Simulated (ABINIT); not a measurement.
Effective mass calculation of Br (part 1 of 2)

- system: Br (Cmce, 4 atoms in the cell)
- method: Kohn-Sham DFT of a periodic cell, LDA, PseudoDojo NC SR LDA v0.4.1 standard, no spin polarisation (ABINIT 10.8.3)

The structure derives from an entry of the Crystallography Open Database.

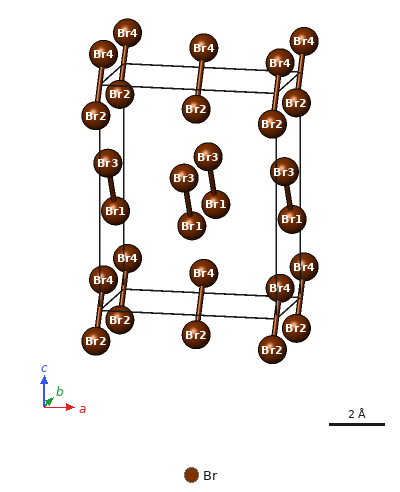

**Figure 1.** The structure (ball-and-stick view of the cell 2 times as large as that of the calculation, set on its symmetry axes, seen slightly off an axis; atoms are numbered from 1 in the order of the input). An atom can appear more than once, as a periodic image. Near neighbours in the periodic cell (some may lie outside the picture): Br has 1 Br at 2.40 Å.

### The input
```
# Datasets
ndtset 3

# Pseudopotentials
pp_dirpath "./"
pseudos "Br.upf"

# Structure
acell 3*1.0
rprim
     6.2929232616    -3.6847164614     0.0000000000
     6.2929232616     3.6847164614     0.0000000000
     0.0000000000     0.0000000000    15.9987435316
ntypat 1
znucl 35
natom 4
typat 1 1 1 1
chkprim 0
chksymtnons 0
tolsym 1.0e-6
xred
   0.3399049000   0.6600951000   0.3790023700
   0.1600951000   0.8399049000   0.8790023700
   0.6600951000   0.3399049000   0.6209976300
   0.8399049000   0.1600951000   0.1209976300

# Plane-wave basis
ecut 22.0
ecutsm 0.5

# Exchange and correlation
ixc 7

# Bands and occupations
occopt 1

# SCF cycle
nstep 80
diemac 6.0

# Output
iomode 3
prteig 0
prtebands 0

# Dataset 1: ground state
kptopt1 1
ngkpt1 5 5 2
nshiftk1 1
shiftk1 0.0 0.0 0.0
nband1 14
tolvrs1 1.0e-14
prtden1 1
prtwf1 0

# Datasets 2 and 3: the band edges
kptopt2 0
nkpt2 2
kpt2
  0.0 0.0 0.0
  0.4000000000 0.4000000000 0.0
istwfk2 2*1
nband2 20
getden2 1
kptopt3 0
nkpt3 2
kpt3
  0.0 0.0 0.0
  0.4000000000 0.4000000000 0.0
istwfk3 2*1
nband3 20
getden3 1

# Dataset 2: bands at fixed density
iscf2 -2
nbdbuf2 2
tolwfr2 1.0e-20
nstep2 200

# Dataset 3: effective masses
iscf3 -3
getwfk3 2
rfelfd3 2
rfdir3 1 1 1
nqpt3 1
qpt3 0.0 0.0 0.0
tolwfr3 1.0e-20
nbdbuf3 2
nstep3 200
efmas3 1
efmas_bands3 14 14 15 15
efmas_calc_dirs3 1
efmas_n_dirs3 5
efmas_dirs3
  1 0 0
  0 1 0
  0 0 1
  1 1 0
  1 1 1
efmas_ntheta3 40
prtwf3 0
prtden3 0
prtpot3 0
```

Run on 1 thread of Arm Neoverse V2, 24 GiB of memory available, shared host.

Launch command:
```bash
abinit run.abi > log 2>&1
```

### The program's output
```
.Version 10.8.3 of ABINIT
 DATASET    1 : space group Cm c a (# 64); Bravais oC (1-face-center ortho.)
================================================================================
 Values of the parameters that define the memory need for DATASET  1.
     intxc =       0    ionmov =       0      iscf =       7    lmnmax =       6
     lnmax =       6     mgfft =      72  mpssoang =       3    mqgrid =    3379
     natom =       4  nloc_mem =       1    nspden =       1   nspinor =       1
    nsppol =       1      nsym =       8    n1xccc =    2501    ntypat =       1
    occopt =       1   xclevel =       1
       mpw =        3676          nfft =       73728          nkpt =          18
================================================================================
================================================================================

 DATASET    2 : space group Cm c a (# 64); Bravais oC (1-face-center ortho.)
================================================================================
 Values of the parameters that define the memory need for DATASET  2.
     intxc =       0    ionmov =       0      iscf =      -2    lmnmax =       6
     lnmax =       6     mgfft =      72  mpssoang =       3    mqgrid =    3379
     natom =       4  nloc_mem =       1    nspden =       1   nspinor =       1
    nsppol =       1      nsym =       8    n1xccc =    2501    ntypat =       1
    occopt =       1   xclevel =       1
       mpw =        3691          nfft =       73728          nkpt =           2
================================================================================
================================================================================

 DATASET    3 : space group Cm c a (# 64); Bravais oC (1-face-center ortho.)
================================================================================
 Values of the parameters that define the memory need for DATASET  3 (RF).
     intxc =       0      iscf =      -3    lmnmax =      18     lnmax =       6
     mgfft =      72  mpssoang =       3    mqgrid =    3379     natom =       4
  nloc_mem =       1    nspden =       1   nspinor =       1    nsppol =       1
      nsym =       8    n1xccc =    2501    ntypat =       1    occopt =       1
   xclevel =       1
      nfft =       73728          nkpt =           2
================================================================================
================================================================================

--------------------------------------------------------------------------------
------------- Echo of variables that govern the present computation ------------
--------------------------------------------------------------------------------
 -outvars: echo values of preprocessed input variables --------
            acell      1.0000000000E+00  1.0000000000E+00  1.0000000000E+00 Bohr
              amu      7.99040000E+01
          chkprim           0
      chksymtnons           0
           diemac      6.00000000E+00
             ecut      2.20000000E+01 Hartree
           ecutsm      5.00000000E-01 Hartree
           getden1          0
           getden2          1
           getden3          1
           getwfk1          0
           getwfk2          0
           getwfk3          2
             iscf1          7
             iscf2         -2
             iscf3         -3
              ixc           7
           jdtset        1    2    3
           kptopt1          1
           kptopt2          0
           kptopt3          0
         kptrlatt        5    0    0      0    5    0      0    0    2
          kptrlen1     3.19974871E+01
          kptrlen2     3.00000000E+01
          kptrlen3     3.00000000E+01
            natom           4
            nband1         14
            nband2         20
            nband3         20
           nbdbuf1          0
           nbdbuf2          2
           nbdbuf3          2
           ndtset           3
            ngfft          32      32      72
             nkpt1         18
             nkpt2          2
             nkpt3          2
             nqpt1          0
             nqpt2          0
             nqpt3          1
            nstep1         80
            nstep2        200
            nstep3        200
             nsym           8
           ntypat           1
        optdriver1          0
        optdriver2          0
        optdriver3          1
           prtden1          1
           prtden2          1
           prtden3          0
        prtebands           0
           prteig           0
            prtwf1          0
            prtwf2          1
            prtwf3          0
           rfelfd1          0
           rfelfd2          0
           rfelfd3          2
            rprim      6.2929232616E+00 -3.6847164614E+00  0.0000000000E+00
                       6.2929232616E+00  3.6847164614E+00  0.0000000000E+00
                       0.0000000000E+00  0.0000000000E+00  1.5998743532E+01
           shiftk1     0.00000000E+00  0.00000000E+00  0.00000000E+00
           shiftk2     5.00000000E-01  5.00000000E-01  5.00000000E-01
           shiftk3     5.00000000E-01  5.00000000E-01  5.00000000E-01
          spgroup          64
           tolsym      1.00000000E-06
           tolvrs1     1.00000000E-14
           tolvrs2     0.00000000E+00
           tolvrs3     0.00000000E+00
           tolwfr1     0.00000000E+00
           tolwfr2     1.00000000E-20
           tolwfr3     1.00000000E-20
            typat      1  1  1  1
           useylm1          0
           useylm2          0
           useylm3          1
           xangst      3.3300715777E+00  6.2432861807E-01  3.2086986746E+00
                       3.3300715777E+00  1.3255393606E+00  7.4417839117E+00
                       3.3300715777E+00 -6.2432861807E-01  5.2574717997E+00
                       3.3300715777E+00 -1.3255393606E+00  1.0243865626E+00
            xcart      6.2929232616E+00  1.1798101007E+00  6.0635617155E+00
                       6.2929232616E+00  2.5049063607E+00  1.4062933481E+01
                       6.2929232616E+00 -1.1798101007E+00  9.9351818161E+00
                       6.2929232616E+00 -2.5049063607E+00  1.9358100503E+00
             xred      3.3990490000E-01  6.6009510000E-01  3.7900237000E-01
                       1.6009510000E-01  8.3990490000E-01  8.7900237000E-01
                       6.6009510000E-01  3.3990490000E-01  6.2099763000E-01
                       8.3990490000E-01  1.6009510000E-01  1.2099763000E-01
            znucl       35.00000

================================================================================

 chkinp: Checking input parameters for consistency, jdtset=   1.

 chkinp: Checking input parameters for consistency, jdtset=   2.

 chkinp: Checking input parameters for consistency, jdtset=   3.

================================================================================
== DATASET  1 ==================================================================

--- !DatasetInfo
iteration_state: {dtset: 1, }
dimensions: {natom: 4, nkpt: 18, mband: 14, nsppol: 1, nspinor: 1, nspden: 1, mpw: 3676, }
cutoff_energies: {ecut:  22.0, pawecutdg:  -1.0, }
electrons: {nelect:   2.80000000E+01, charge:   0.00000000E+00, occopt:   1.00000000E+00, tsmear:   1.00000000E-02, }
meta: {optdriver: 0, ionmov: 0, optcell: 0, iscf: 7, paral_kgb: 0, }
...

 Exchange-correlation functional for the present dataset will be:
  LDA: Perdew-Wang 92 LSD fit to Ceperley-Alder data - ixc=7
  J.P.Perdew and Y.Wang, PRB 45, 13244 (1992)

 Real(R)+Recip(G) space primitive vectors, cartesian coordinates (Bohr,Bohr^-1):
 R(1)=  6.2929233 -3.6847165  0.0000000  G(1)=  0.0794543 -0.1356957  0.0000000
 R(2)=  6.2929233  3.6847165  0.0000000  G(2)=  0.0794543  0.1356957  0.0000000
 R(3)=  0.0000000  0.0000000 15.9987435  G(3)=  0.0000000  0.0000000  0.0625049
 Unit cell volume ucvol=  7.4194614E+02 bohr^3
 Angles (23,13,12)=  9.00000000E+01  9.00000000E+01  6.07007924E+01 degrees

 getcut: wavevector=  0.0000  0.0000  0.0000  ngfft=  32  32  72
         ecut(hartree)=     22.000   => boxcut(ratio)=   2.07845

--- Pseudopotential description ------------------------------------------------
- pspini: atom type   1  psp file is ./Br.upf
  35.00000   7.00000  180309                  znucl, zion, pspdat
12 -1012 2 -1 1084                            pspcod,pspxc,lmax,lloc,mmax
     nproj     2     2     2

   1.14708126E+03                                ecore*ucvol(ha*bohr**3)
--------------------------------------------------------------------------------

================================================================================

--- !BeginCycle
iteration_state: {dtset: 1, }
solver: {iscf: 7, nstep: 80, nline: 4, wfoptalg: 0, }
tolerances: {tolvrs: 1.00E-14, }
...

     iter   Etot(hartree)      deltaE(h)  residm     vres2
 ETOT  1  -63.050917116376    -6.305E+01 2.862E-02 1.050E+01
 ETOT  2  -63.128228524988    -7.731E-02 5.327E-03 8.688E-01
 ETOT  3  -63.128673789729    -4.453E-04 6.005E-05 2.878E-02
 ETOT  4  -63.128703437340    -2.965E-05 5.353E-06 1.649E-03
 ETOT  5  -63.128705624449    -2.187E-06 6.092E-07 1.289E-04
 ETOT  6  -63.128705897594    -2.731E-07 1.376E-07 2.118E-06
 ETOT  7  -63.128705928198    -3.060E-08 7.141E-09 2.024E-07
 ETOT  8  -63.128705932262    -4.064E-09 3.591E-09 7.540E-08
 ETOT  9  -63.128705932841    -5.787E-10 2.380E-10 3.546E-09
 ETOT 10  -63.128705932925    -8.470E-11 9.447E-11 1.280E-10
 ETOT 11  -63.128705932937    -1.217E-11 1.155E-11 3.834E-11
 ETOT 12  -63.128705932940    -2.856E-12 2.523E-12 2.279E-12
 ETOT 13  -63.128705932940     3.055E-13 5.679E-13 8.920E-14
 ETOT 14  -63.128705932940    -4.192E-13 8.603E-14 8.230E-14
 ETOT 15  -63.128705932940     2.061E-13 2.804E-14 6.367E-15

 At SCF step   15       vres2   =  6.37E-15 < tolvrs=  1.00E-14 =>converged.

 Cartesian components of stress tensor (hartree/bohr^3)
  sigma(1 1)= -1.39333307E-07  sigma(3 2)=  0.00000000E+00
  sigma(2 2)= -4.81817539E-09  sigma(3 1)=  0.00000000E+00
  sigma(3 3)=  1.03881876E-07  sigma(2 1)=  0.00000000E+00

--- !ResultsGS
iteration_state: {dtset: 1, }
comment   : Summary of ground state results
lattice_vectors:
- [  6.2929233,  -3.6847165,   0.0000000, ]
- [  6.2929233,   3.6847165,   0.0000000, ]
- [  0.0000000,   0.0000000,  15.9987435, ]
lattice_lengths: [   7.29233,    7.29233,   15.99874, ]
lattice_angles: [ 90.000,  90.000,  60.701, ] # degrees, (23, 13, 12)
lattice_volume:   7.4194614E+02
convergence: {deltae:  2.061E-13, res2:  6.367E-15, residm:  2.804E-14, diffor: null, }
etotal    :  -6.31287059E+01
entropy   :   0.00000000E+00
fermie    :   7.98699427E-02
cartesian_stress_tensor: # hartree/bohr^3
- [ -1.39333307E-07,   0.00000000E+00,   0.00000000E+00, ]
- [  0.00000000E+00,  -4.81817539E-09,   0.00000000E+00, ]
- [  0.00000000E+00,   0.00000000E+00,   1.03881876E-07, ]
pressure_GPa:   3.9492E-04
xred      :
- [  3.3990E-01,   6.6010E-01,   3.7900E-01, Br]
- [  1.6010E-01,   8.3990E-01,   8.7900E-01, Br]
- [  6.6010E-01,   3.3990E-01,   6.2100E-01, Br]
- [  8.3990E-01,   1.6010E-01,   1.2100E-01, Br]
cartesian_forces: # hartree/bohr
- [ -2.83742797E-23,   4.30571376E-07,   3.60783624E-06, ]
- [ -2.33331631E-23,  -4.30571376E-07,   3.60783624E-06, ]
- [  1.99617253E-23,  -4.30571376E-07,  -3.60783624E-06, ]
- [  3.17457174E-23,   4.30571376E-07,  -3.60783624E-06, ]
force_length_stats: {min:   3.63343832E-06, max:   3.63343832E-06, mean:   3.63343832E-06, }
...

 Integrated electronic density in atomic spheres:
 ------------------------------------------------
 Atom  Sphere_radius  Integrated_density
    1        2.00000          4.13295189
    2        2.00000          4.13295189
    3        2.00000          4.13295189
    4        2.00000          4.13295189
================================================================================

 ----iterations are completed or convergence reached----

 Mean square residual over all n,k,spin=   13.131E-17; max=  28.042E-15
 reduced coordinates (array xred) for    4 atoms
       0.339904900000      0.660095100000      0.379002370000
       0.160095100000      0.839904900000      0.879002370000
       0.660095100000      0.339904900000      0.620997630000
       0.839904900000      0.160095100000      0.120997630000
 rms dE/dt=  3.3350E-05; max dE/dt=  5.7721E-05; dE/dt below (all hartree)
    1       0.000001586533     -0.000001586533     -0.000057720847
    2      -0.000001586533      0.000001586533     -0.000057720847
    3      -0.000001586533      0.000001586533      0.000057720847
    4       0.000001586533     -0.000001586533      0.000057720847

 cartesian coordinates (angstrom) at end:
    1      3.33007157774094     0.62432861807009     3.20869867456892
    2      3.33007157774094     1.32553936061912     7.44178391169940
    3      3.33007157774094    -0.62432861807009     5.25747179969203
    4      3.33007157774094    -1.32553936061912     1.02438656256155

 cartesian forces (hartree/bohr) at end:
    1     -0.00000000000000     0.00000043057138     0.00000360783624
    2     -0.00000000000000    -0.00000043057138     0.00000360783624
    3      0.00000000000000    -0.00000043057138    -0.00000360783624
    4      0.00000000000000     0.00000043057138    -0.00000360783624
 frms,max,avg= 2.0977666E-06 3.6078362E-06   0.000E+00  0.000E+00  0.000E+00 h/b

 cartesian forces (eV/Angstrom) at end:
    1     -0.00000000000000     0.00002214087036     0.00018552239858
    2     -0.00000000000000    -0.00002214087036     0.00018552239858
    3      0.00000000000000    -0.00002214087036    -0.00018552239858
    4      0.00000000000000     0.00002214087036    -0.00018552239858
 frms,max,avg= 1.0787150E-04 1.8552240E-04   0.000E+00  0.000E+00  0.000E+00 e/A
 length scales=  1.000000000000  1.000000000000  1.000000000000 bohr
              =  0.529177210544  0.529177210544  0.529177210544 angstroms
 Fermi (or HOMO) energy (hartree) =   0.07987   Average Vxc (hartree)=  -0.34952
 Eigenvalues (hartree) for nkpt=  18  k points:
 kpt#   1, nband= 14, wtk=  0.02000, kpt=  0.0000  0.0000  0.0000 (reduced coord)
  -0.52789   -0.49420   -0.45160   -0.38948   -0.13092   -0.05586   -0.00098    0.00481
   0.01113    0.01541    0.02983    0.04741    0.05954    0.07987
 prteigrs : prtvol=0 or 1, do not print more k-points.

--- !EnergyTerms
iteration_state     : {dtset: 1, }
comment             : Components of total free energy in Hartree
kinetic             :  1.74310138256486E+01
hartree             :  6.66748023241209E+00
xc                  : -2.06010468913085E+01
Ewald energy        : -4.79679055862282E+01
psp_core            :  1.54604383044145E+00
local_psp           : -2.94108117295694E+01
non_local_psp       :  9.20652038566372E+00
total_energy        : -6.31287059329402E+01
total_energy_eV     : -1.71781960035019E+03
band_energy         : -4.01312537803524E+00
...

 Cartesian components of stress tensor (hartree/bohr^3)
  sigma(1 1)= -1.39333307E-07  sigma(3 2)=  0.00000000E+00
  sigma(2 2)= -4.81817539E-09  sigma(3 1)=  0.00000000E+00
  sigma(3 3)=  1.03881876E-07  sigma(2 1)=  0.00000000E+00

-Cartesian components of stress tensor (GPa)         [Pressure=  3.9492E-04 GPa]
- sigma(1 1)= -4.09932741E-03  sigma(3 2)=  0.00000000E+00
- sigma(2 2)= -1.41755614E-04  sigma(3 1)=  0.00000000E+00
- sigma(3 3)=  3.05631031E-03  sigma(2 1)=  0.00000000E+00
```
